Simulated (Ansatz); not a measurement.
# Rh: what the fields show

```
CELL_PARAMETERS angstrom
4.26861 0.00000 0.00000
-2.13430 3.69672 0.00000
0.00000 0.00000 2.62221
ATOMIC_POSITIONS crystal
Rh 0.00000 0.00000 0.00000
Rh 0.33333 0.66667 0.50000
Rh 0.66667 0.33333 0.50000
```

Space group P6/mmm; set up as Rh, omega (AlB2-type); a generated structure, not necessarily the stable one; changed on purpose from its base cell (volume × 0.96); computed pressure about 7 GPa in this cell; spin-polarised.

Level of theory: Ansatz 0.2.0, DFT, r2SCAN, plane waves (500 eV) with PAW, scalar-relativistic.

The density is the valence pseudo-density of a PAW calculation; it isn't the true density close to the nuclei.

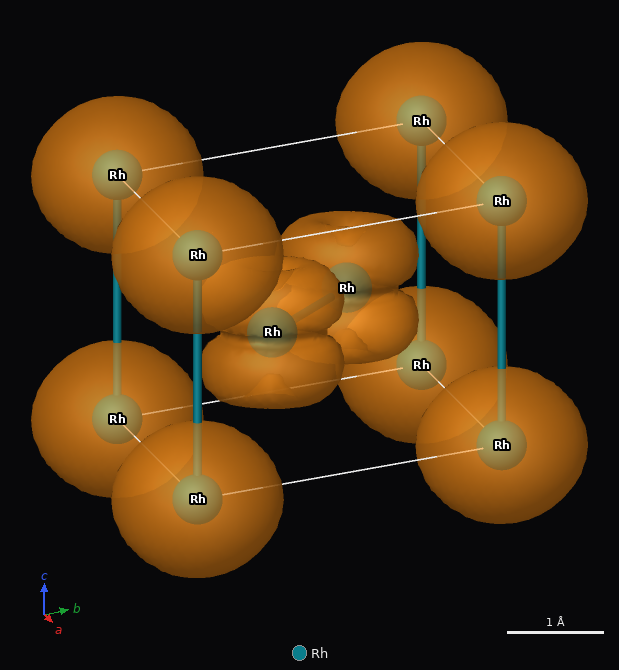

Figure 1. Isosurfaces of the magnetisation density (up minus down) at +0.06 (orange) and −0.06 e/Å³ (purple), seen slightly off an axis. Sticks mark near contacts.

### Which atoms carry the moments, and with what signs?

The spin density sits on Rh: +0.5 μB and +0.4 μB (×2) in one cell of 3 atoms: parallel moments (a ferromagnetic arrangement) in this solution. The cell of the calculation (3 atoms) carries 1.3 μB of net spin moment. Only one sign reaches the isovalue.

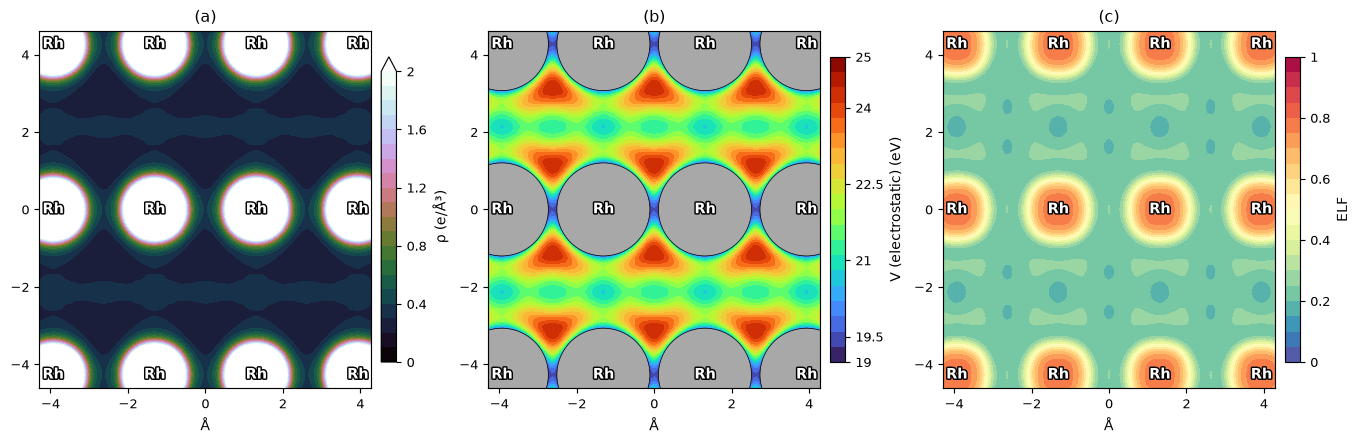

Figure 2. (a) valence charge density (pseudo); (b) electrostatic potential (local pseudopotential plus Hartree) felt by an electron; (c) electron localisation function on the (11̄0) plane of the conventional cell. Grey discs cover the atomic cores in the potential map.

### Read the bonding off the picture.

- Atoms in the plane: Rh.
- Rh–Rh (2.62 Å): ρ is about 0.39 e/Å³ halfway; the ELF is about 0.25 at the midpoint; no localised pair shows between them.
- Between the atoms the lowest density in this plane is 0.2 e/Å³.
- The features right at Rh lie inside the PAW spheres, where the map follows smoothed inner orbitals and isn't to be read closely.
- Outside the cores the potential energy rises away from the atoms and is highest about 1.6 Å from the nearest atoms; its zero is arbitrary.

### Metal or insulator at this level of theory?

It is gapless in this calculation (a metal or semimetal).
